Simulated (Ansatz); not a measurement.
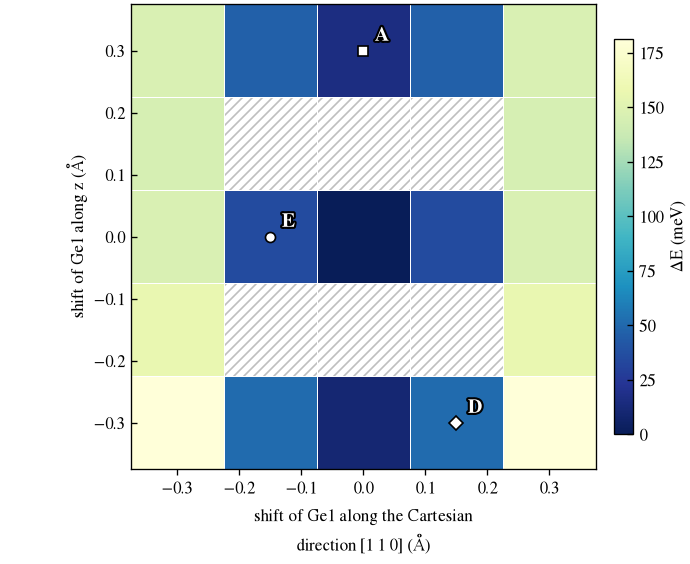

Ge (Imma, No. 74; 2 atoms in the cell). 
- Atom Ge1 is moved over a plane while all other atoms and the cell stay fixed (its periodic images move with it) (x along [1 0 0], y along [0 1 0], z along [0 0 1] of the conventional cell).
- Coordinates scanned: (1) shift of Ge1 along the Cartesian direction [1 1 0]; (2) shift of Ge1 along z.
- The grid has 5 × 5 points; 11 points were computed and 8 follow by symmetry. At 6 points there is no value.
- Points are written as (first, second).
- Energies: meV per cell, counted from the lowest grid point.
- The reference cell is the one listed in the database, not relaxed at this level.
- The calculation used DFT PBEsol, scalar-relativistic, plane waves, PAW in Ansatz. Settings: cutoff 420 eV, k-mesh 20×20×20, gaussian smearing 0.15 eV, no spin polarisation.

Drawn: one coloured cell a grid point, hatched blanks where no value was computed, lettered points.

> Is E the lowest point of the computed grid?

No. E lies 35 meV above the lowest grid point, which is at (0.00 Å, 0.00 Å).

> Rank the lettered points by energy, lowest first.

A (16 meV), E (35 meV), D (52 meV).
